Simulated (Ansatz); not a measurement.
```
Pb O
1.0
     5.18223    0.00000    0.00000
     0.00000    5.18223    0.00000
     0.00000    0.00000    5.18223
Pb O
4 8
Direct
  0.00000 0.00000 0.00000
  0.50000 0.50000 0.00000
  0.50000 0.00000 0.50000
  0.00000 0.50000 0.50000
  0.25000 0.25000 0.25000
  0.75000 0.75000 0.25000
  0.75000 0.25000 0.75000
  0.25000 0.75000 0.75000
  0.75000 0.25000 0.25000
  0.25000 0.75000 0.25000
  0.25000 0.25000 0.75000
  0.75000 0.75000 0.75000
```

Space group Fm-3m; changed on purpose from its base cell (volume × 0.88); computed pressure about 23 GPa in this cell.

All numbers below come from DFT PBE, scalar-relativistic, plane waves, PAW in Ansatz.

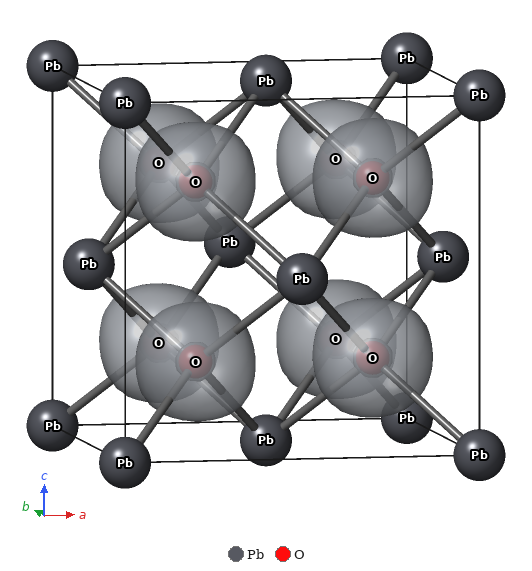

PbO2. Isosurface of the electron localisation function at 0.6 (grey), seen slightly off an axis. Core shells and regions of very low density are left out. Sticks mark near contacts.

Q: Describe the localisation domains.

A: At this value the surface marks out eight regions wrapped around O (the valence shell of each), counted in one cell of 12 atoms. Any copies at cell faces, edges or corners count once. Along the contacts the grid gives the following. Pb–O (2.24 Å): the ELF peaks at about 0.85 in the valence shell of O, 0.6 Å from its nucleus, and drops to about 0.20 between the two atoms.
